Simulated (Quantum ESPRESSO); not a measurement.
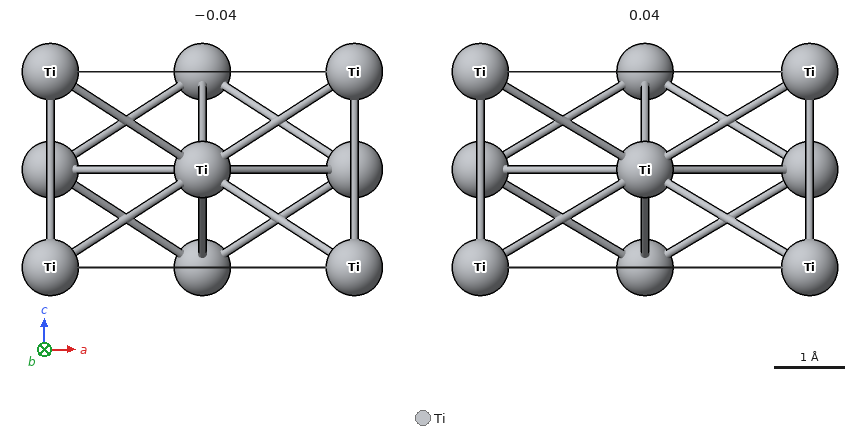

A crystal of Ti (set up in Cmmm), held at several strains, with the atoms relaxed (per unit of the tabulated number the cell is strained by 1.0 along a). The picture shows the first and the last member. Style: ball-and-stick. Shown: the conventional cell (2 times the calculation's cell), along the b axis. Lengths and directions refer to the drawn axes.

Computed with Quantum ESPRESSO 7.5: PBEsol, GBRV 1.5 PBEsol. Set-up: plane-wave cutoff 612.3 eV; k-point mesh 6 × 6 × 8; occupations fermi-dirac; smearing width 0.05 eV; no spin polarisation.

```json
{"strain": "−0.04", "energy (meV/atom)": "1.14"}
{"strain": "−0.02", "energy (meV/atom)": "?"}
{"strain": "−0.01", "energy (meV/atom)": "−2.82"}
{"strain": "0", "energy (meV/atom)": "0.00"}
{"strain": "0.01", "energy (meV/atom)": "4.80"}
{"strain": "0.02", "energy (meV/atom)": "11.54"}
{"strain": "0.04", "energy (meV/atom)": "30.50"}
```

> Estimate the missing row from the others, and compare with the calculation.

A parabola through three neighbouring rows (−0.04, −0.01, 0) gives, with Lagrange weights, (0.1667)(1.14) + (1.3333)(−2.82) + (−0.5000)(0.00) = −3.57 meV/atom. The calculation gives −3.61 meV/atom. The estimate is 0.04 meV/atom too high. The lowest tabulated energy lies at −0.02, so the unstrained cell isn't a minimum along this strain at this level. From the first member to the last: Ti–Ti 2.555 → 2.717 Å, Ti–Ti 2.924 → 3.062 Å, Ti–Ti 2.644 → 2.636 Å.

The whole series:

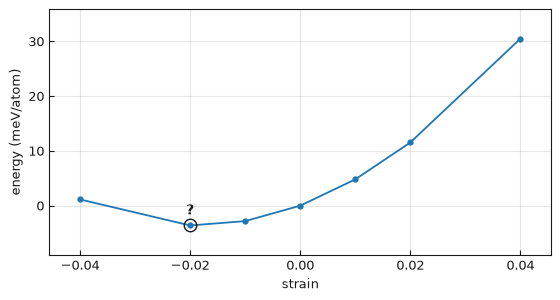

Each member starts from this one structure; whether another phase lies lower wasn't checked.
